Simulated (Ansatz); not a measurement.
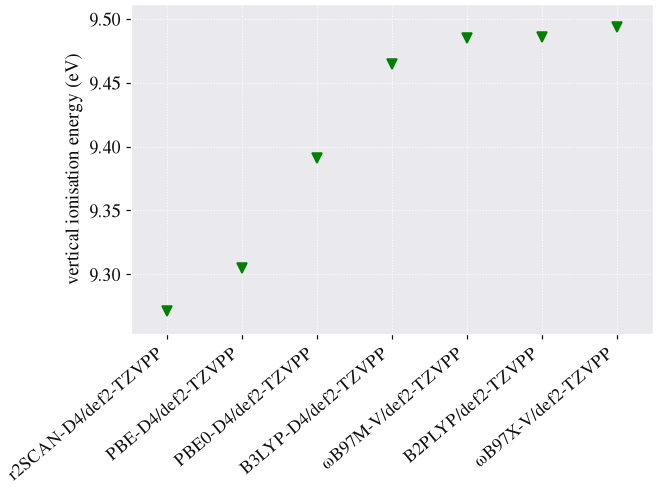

Vertical ionisation energy of CH₄N₂O (imidic-acid tautomer), SMILES N(=C(\N)O)/[H], taken as the energy of the cation less that of the neutral at fixed geometry (unrestricted doublet cation, cores frozen in correlated methods, no spin-orbit coupling), the Ansatz code, at a PBE0-D4/def2-TZVP geometry (a minimum by its frequencies).

**What range do the values span?**

From 9.27 eV (r2SCAN-D4/def2-TZVPP) to 9.49 eV (ωB97X-V/def2-TZVPP).

**Give the values.**

```csv
level,eV
r2SCAN-D4/def2-TZVPP,9.27
PBE-D4/def2-TZVPP,9.30
PBE0-D4/def2-TZVPP,9.39
B3LYP-D4/def2-TZVPP,9.46
ωB97M-V/def2-TZVPP,9.49
B2PLYP/def2-TZVPP,9.49
ωB97X-V/def2-TZVPP,9.49
```
